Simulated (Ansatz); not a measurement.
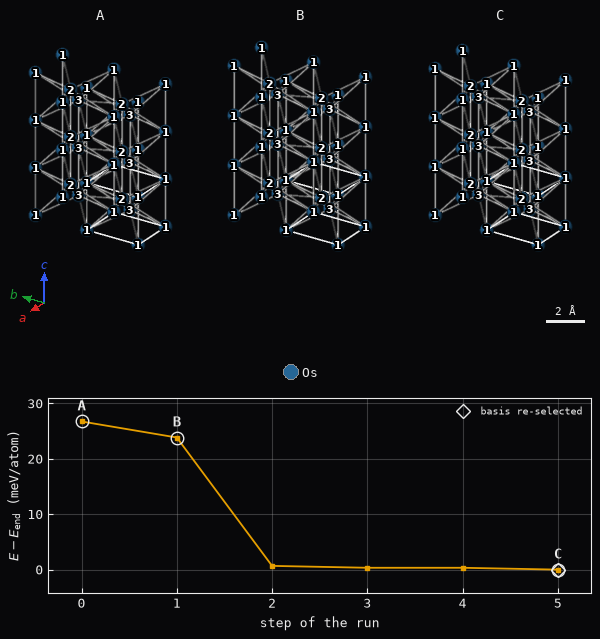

Frames of a relaxation of solid Os (a generated structure, set up in P6/mmm), marked on the history of the run. Style: ball-and-stick. Shown: the cell of the calculation, repeated 1 × 2 × 3 with one cell outlined, from a free direction.

Phase: omega (AlB2-type).

Computed with Ansatz, DFT, r2SCAN, plane waves (500 eV) with PAW, scalar-relativistic.

The input:
```yaml
crystal:
  lattice:
    - [4.2920416892, 0.0, 0.0]
    - [-2.1460208446, 3.717017137, 0.0]
    - [0.0, 0.0, 2.6310215555]
  atoms:
    - { symbol: Os, position: [0.0, 0.0, 0.0] }
    - { symbol: Os, position: [0.3333333333, 0.6666666667, 0.5] }
    - { symbol: Os, position: [0.6666666667, 0.3333333333, 0.5] }
hamiltonian:
  xc: r2scan
  pseudopotentials:
    kind: paw
    azcp:
      Os: "pseudopotentials/Os.paw.azcp"
basis:
  ecutwfc: 500
  fft_grid_basis: typed
kpoints:
  mp_grid: { grid: [9, 9, 12], shift: [0, 0, 0] }
magnetization:
  spin_polarized: false
scf:
  occupations: { method: fermi_dirac, width: 0.1 }
relax:
  max_steps: 60
  f_tol: 0.01
  cell: {}
```

Command:
```bash
ansatz run input.yaml --threads 1 --pin off --max-ram 3584MiB --backend cpu --events-out ev --progress --plain --runs-dir out
```

Question: What happens along the run?

Answer: The energy falls by 26.8 meV per atom in 4 accepted moves (5 points after the start). All forces vanish by symmetry, so only the cell relaxes. Pressure: 11.78 GPa at the start and 0.01 GPa at the end. The SCF was repeated once at an unchanged geometry on a basis and grid sized afresh for the cell, which shifted the energy by 0.3 meV per atom at most. The atoms keep their places relative to the cell (all moves are under 0.005 Å). The drawn cell changes as follows: a = b 4.292 → 4.296 Å (+0.1 %), c 2.631 → 2.704 Å (+2.8 %); the volume changes by +3.0 %. Some distances before and after: Os1–Os1 2.631 → 2.704 Å, Os1–Os2 2.806 → 2.825 Å. The space group stays P6/mmm (No. 191). The run took 100 s on 1 thread of Intel(R) Xeon(R) Platinum 8259CL CPU @ 2.50GHz (Skylake/Cascade Lake) (shared host), peak memory 0.66 GiB. From step 0 to 1: volume +6.7 %, energy −2.9 meV per atom. From step 1 to 5: volume −3.5 %, energy −23.9 meV per atom.

```tsv
step	E − E(0), meV/atom	pressure, GPa	volume, Å³/atom	note
0	0.00	11.78	13.991	
1	-2.90	-12.63	14.933	
2	-26.08	-1.60	14.467	
3	-26.42	0.09	14.404	
4	-26.42	0.00	14.408	
5	-26.75	0.01	14.408	same geometry, new basis
```
